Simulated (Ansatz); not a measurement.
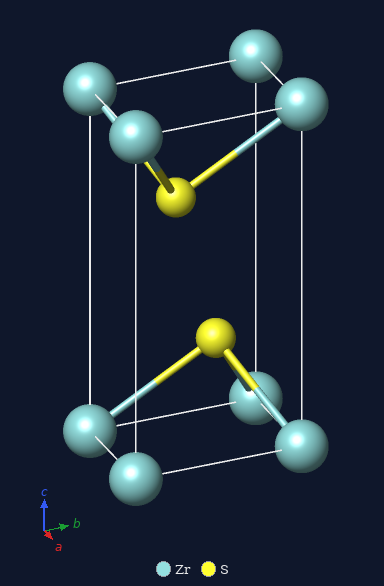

This ball-and-stick model is shown slightly off an axis. One conventional unit cell is framed, with atoms on its boundary repeated. Cell: a = 3.63 Å, b = 3.63 Å, c = 5.72 Å, α = 90.00°, β = 90.00°, γ = 120.00°.

Origin of the cell: a structure listed in the Materials Project. Earlier steps of the study may have refined or changed the cell and positions. Ansatz was used for an electronic-structure calculation on it.

Characterise what is shown.

Answer. The structure is one of ZrS₂. Its lattice is primitive hexagonal, its space group P-3m1 (No. 164). In terms of structure types, this is cadmium iodide (CdI₂, 1T) type. With Z = 1, the cell contains 1 Zr, 2 S. Around each Zr lie six S in an octahedral arrangement at about 2.6 Å. S bonds to three Zr in a trigonal pyramidal arrangement at about 2.6 Å. Not all metal-metal contacts are counted. The bonds build ZrS2 layers parallel to (001).

Calculation details: DFT PBEsol, scalar-relativistic, plane waves, PAW in Ansatz; a kinetic-energy cutoff of 420 eV, Brillouin-zone sampling on a 12×12×6 mesh, Gaussian smearing of 0.02 eV, no spin polarisation.

Metal or not?

Answer. A semiconductor at this level, with a gap of 0.58 eV, indirect.

How charged are the atoms, by the Bader scheme?

Answer. Zr +2.03 e; S -1.01 e.

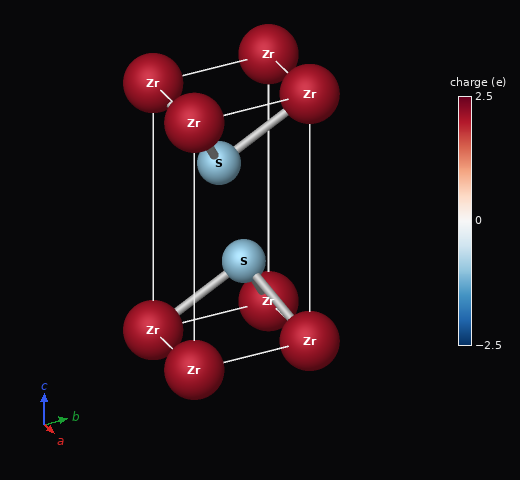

The atoms coloured by those charges. The run's cell of 3 atoms is drawn.

Is the structure in equilibrium?

Answer. No. The largest force is 0.16 eV/Å, on S. The pressure is -0.7 GPa, so the cell would contract.

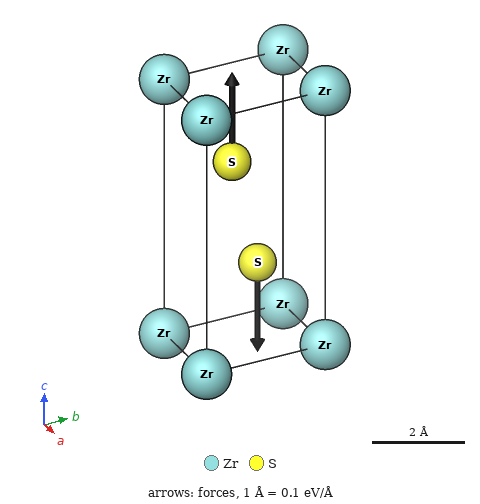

The forces as arrows. The run's cell of 3 atoms is drawn.
